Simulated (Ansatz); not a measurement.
```cif
data_structure
_symmetry_space_group_name_H-M 'P 1'
_symmetry_Int_Tables_number 1
_cell_length_a 12.1104
_cell_length_b 3.4629
_cell_length_c 3.4629
_cell_angle_alpha 90.000
_cell_angle_beta 104.311
_cell_angle_gamma 90.000
_cell_volume 140.72
loop_
_atom_site_label
_atom_site_type_symbol
_atom_site_fract_x
_atom_site_fract_y
_atom_site_fract_z
_atom_site_occupancy
Ta1 Ta 0.24976 0.50000 0.25591 1
Ta2 Ta 0.00000 0.50000 0.48695 1
Ta3 Ta 0.74976 0.00000 0.25591 1
Ta4 Ta 0.50000 0.00000 0.48695 1
As1 As 0.16746 0.00000 0.67921 1
As2 As 0.91758 0.00000 0.91274 1
As3 As 0.66746 0.50000 0.67921 1
As4 As 0.41758 0.50000 0.91274 1
```

Space group Cm; a structure from a database of computed crystals, not necessarily the ambient phase.

The calculation used DFT PBE, scalar-relativistic, plane waves, PAW (Ansatz 0.2.0).

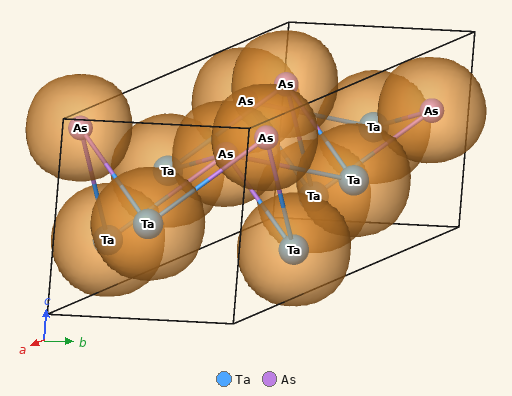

TaAs. Isosurface of the valence charge density (pseudo) at 0.6 e/Å³ (orange), seen slightly off an axis. Sticks mark near contacts.

In a PAW calculation such maps are meaningful between the atoms, not at the nuclei.

What does this surface tell about the bonding?

Answer. At this value the density breaks into separate islands; it holds about 75 % of the electrons treated as valence (semicore included). It bridges none of the near contacts. It is pinched off along the sampled Ta–As (2.60 Å) and Ta–As (2.64 Å) contacts. On the grid the lowest density along these lines, outside the cores, is 0.43 e/Å³ (Ta–As, 2.60 Å) and 0.4 e/Å³ (Ta–As, 2.64 Å).
